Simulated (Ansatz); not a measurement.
Given this structure:

Space group P4_2/mnm (No. 136). a = 5.627 Å, b = 5.627 Å, c = 3.201 Å, α = 90.00°, β = 90.00°, γ = 90.00°
```json
{"atom": "Zr", "site": "4f", "symmetry": "m.2m", "x": "0.3165", "y": "0.3165", "z": "0.0000"}
{"atom": "N", "site": "2a", "symmetry": "m.mm", "x": "0.0000", "y": "0.0000", "z": "0.0000"}
```

### Summarise the structure in words.

Chemical formula Zr₂N. It belongs to space group P4_2/mnm (No. 136) and has a primitive tetragonal lattice. Cell content 4 Zr, 2 N; Z = 2. Counting contacts within bonding distance, the coordination numbers are Zr 6 and N 6. Not all metal-metal contacts are counted.

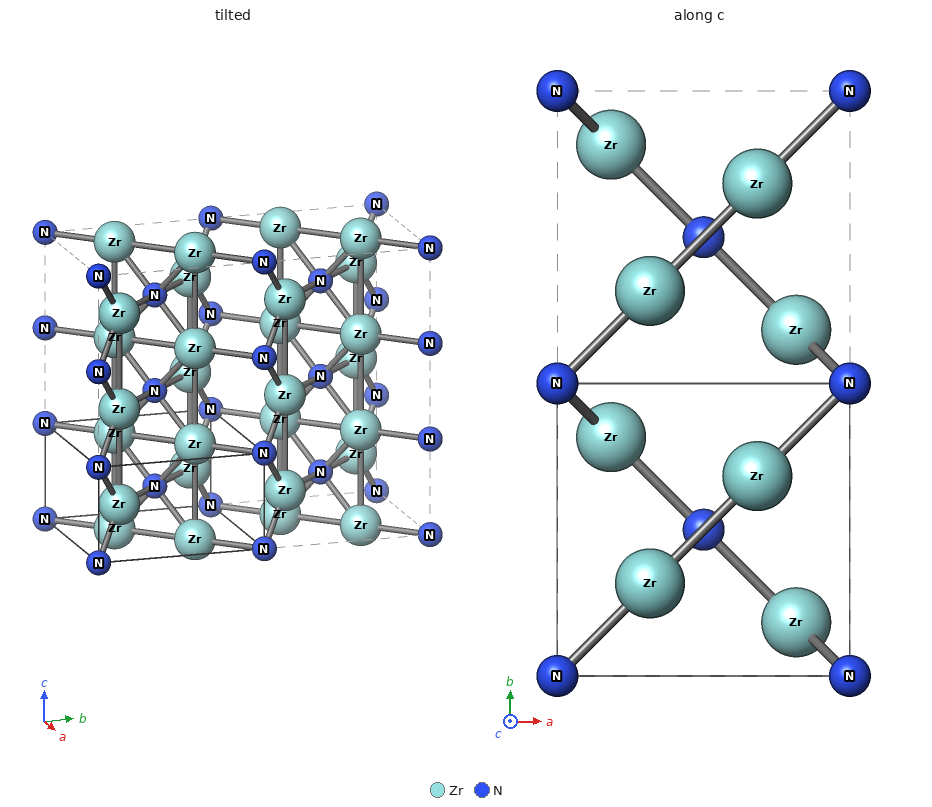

Ball-and-stick drawing of the structure, looking slightly off an axis and along the c axis. One conventional unit cell is drawn solid; the view covers 1×2×3 cells.

The starting point was a structure listed in the Materials Project. It was relaxed with DFT r2SCAN, scalar-relativistic, plane waves, PAW (Ansatz 0.2.0).
